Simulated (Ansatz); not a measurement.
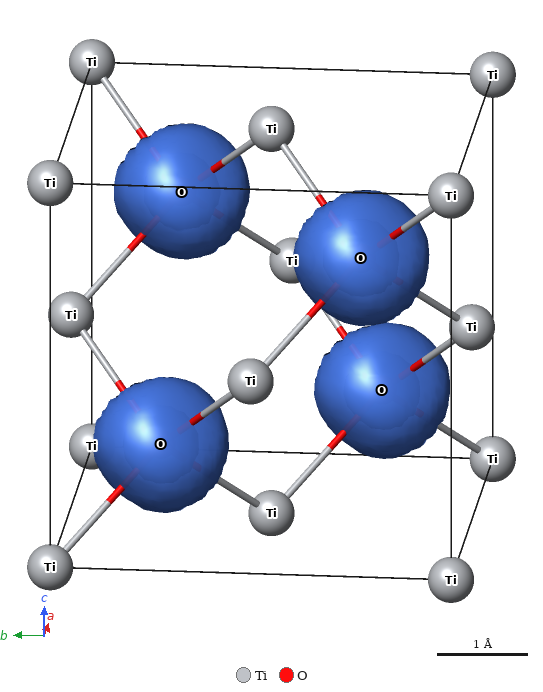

TiO. Isosurface of the ELF at 0.75 (blue), seen at an oblique angle. Only the valence region is drawn (cores and ρ < 0.01 e/Å³ removed). Sticks mark near contacts.

Space group F-43m; a generated structure, not necessarily the stable one; built by placing these elements on a known structure type; computed pressure about 10 GPa in this cell.

All numbers below come from Kohn-Sham DFT of a periodic cell, PBEsol, Ansatz PAW in Ansatz.

In a PAW calculation such maps are meaningful between the atoms, not at the nuclei.

Q: Identify the bonds, lone pairs and shells in this picture.

A: At this value the surface marks out four regions wrapped around O (the valence shell of each), counted in one cell of 8 atoms. Regions shared between cells count once.

Values along the shortest contacts:
Ti–O (1.95 Å): the ELF peaks at about 0.80 in the valence shell of O, 0.6 Å from its nucleus, and is about 0.20 at the midpoint: no shared electron pair shows on this line.
